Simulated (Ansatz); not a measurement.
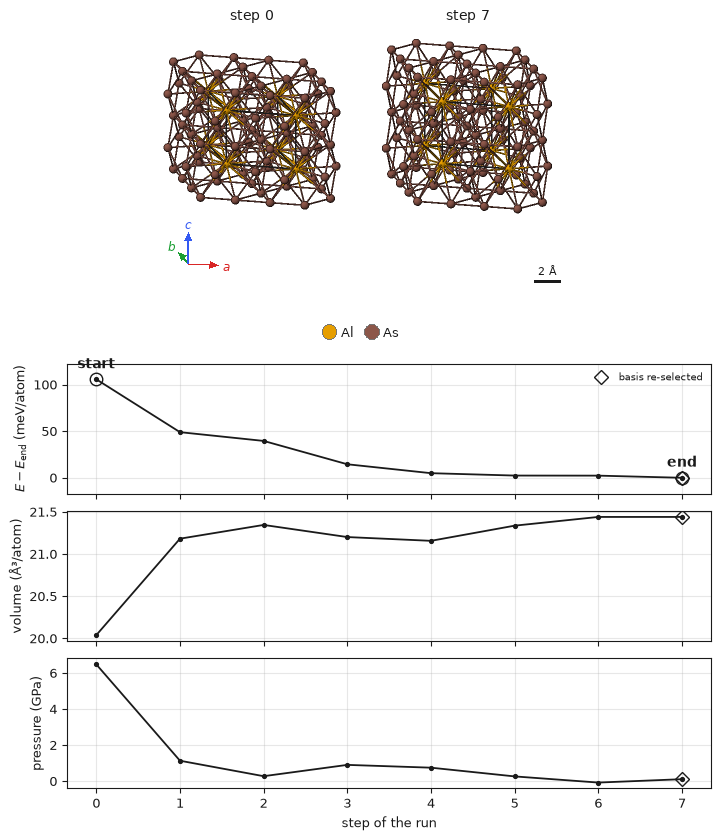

First and last geometry of a relaxation of a crystal of AlAs₅ (a generated structure, set up in P6/mmm) (coarse preliminary run), with the history of the run. A ball-and-stick model of the cell of the calculation, seen slightly off an axis.

Method: DFT PBE, scalar-relativistic, plane waves, PAW (Ansatz 0.2.0).

Input file:
```yaml
crystal:
  lattice:
    - [5.644069, 0.0, 0.0]
    - [-2.8220345, 4.88790713, 0.0]
    - [0.0, 0.0, 4.35847529]
  atoms:
    - { symbol: Al, position: [0.0, 0.0, 0.0] }
    - { symbol: As, position: [0.33333333, 0.66666667, 0.0] }
    - { symbol: As, position: [0.66666667, 0.33333333, 0.0] }
    - { symbol: As, position: [0.5, 0.0, 0.5] }
    - { symbol: As, position: [0.5, 0.5, 0.5] }
    - { symbol: As, position: [0.0, 0.5, 0.5] }
basis:
  ecutwfc: 420
kpoints:
  mp_grid: { grid: [6, 6, 4] }
hamiltonian:
  xc: pbe
scf:
  occupations: { method: gaussian, width: 0.1 }
  lower_state_search: "off"
output:
  forces: true
  stress: true
  eigenvalues: true
relax:
  adjacent_minimum: "off"
  f_tol: 0.04
  max_steps: 70
  cell: { stress_tol: 0.4 }
```

Command:
```bash
ansatz run input.yaml --threads 1 --pin off --max-ram 2560MiB --backend cpu --events-out ev --progress --plain --runs-dir out
```

> Read the history and describe the run.

It converged. The atoms keep their places relative to the cell (all moves are under 0.005 Å). The volume changes by +7.0 %, with a = b 5.644 → 5.421 Å (−4.0 %), c 4.358 → 5.055 Å (+16.0 %). Near-neighbour distances that change, for instance: As2–As4 2.721 → 2.973 Å, Al1–As4 3.566 → 3.706 Å, Al1–As2 3.259 → 3.130 Å, As4–As5 2.822 → 2.710 Å. Among the angles between lasting bonds that change: As4–As3–As4 106.4° → 116.5°, As4–As3–As5 145.2° → 149.5°. The space group stays P6/mmm (No. 191). Over 6 accepted moves (7 points after the start) the energy falls by 106 meV per atom. All forces vanish by symmetry, so only the cell relaxes. Pressure: 6.48 GPa at the start and 0.11 GPa at the end. At 1 point the geometry stayed and the basis and grid were re-selected for the new cell (energy shift of 2.3 meV per atom at most each time). Cost: 30 s on 1 thread of Intel(R) Xeon(R) 6975P-C (Granite Rapids), on a shared host, peak memory 0.5 GiB.
